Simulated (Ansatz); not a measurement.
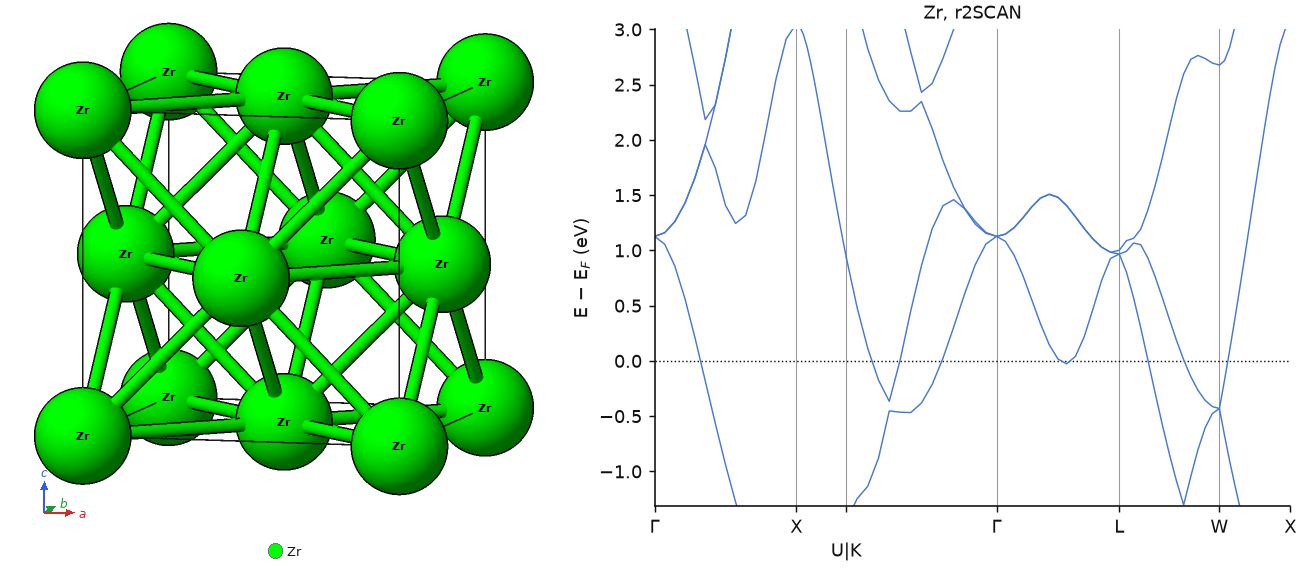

Band structure, beside the structure. Energies are counted from the Fermi level.

The Ansatz input:

```
crystal:
  lattice:
    - [0.0, 2.2635496251, 2.2635496251]
    - [2.2635496251, 0.0, 2.2635496251]
    - [2.2635496251, 2.2635496251, 0.0]
  atoms:
    - { symbol: Zr, position: [0.0, 0.0, 0.0] }
basis:
  ecutwfc: 500
kpoints:
  mp_grid: { grid: [16, 16, 16] }
  band_path:
    path:
      - [[0.0, 0.0, 0.0], [0.5, 0.0, 0.5], [0.625, 0.25, 0.625]]
      - [[0.375, 0.375, 0.75], [0.0, 0.0, 0.0], [0.5, 0.5, 0.5], [0.5, 0.25, 0.75], [0.5, 0.0, 0.5]]
    npoints: 14
hamiltonian:
  xc: r2scan
scf:
  occupations: { method: gaussian, width: 0.1 }
  n_extra_bands: 6
output:
  forces: true
  stress: true
  eigenvalues: true
  populations: true
  dos: { projected: true, de: 0.02, nscf_kmesh: { grid: [24, 24, 24] } }
  bader: true
  write_density: true
  write_potential: true
  elf: true
  volumetric_format: npy
```

Command:
```bash
ansatz run input.yaml --threads 1 --pin off --max-ram 2560MiB --backend cpu --events-out ev --progress --plain --runs-dir out
```

Metal, semiconductor or insulator?

Answer. A metal: 2 bands cross the Fermi level along this path.
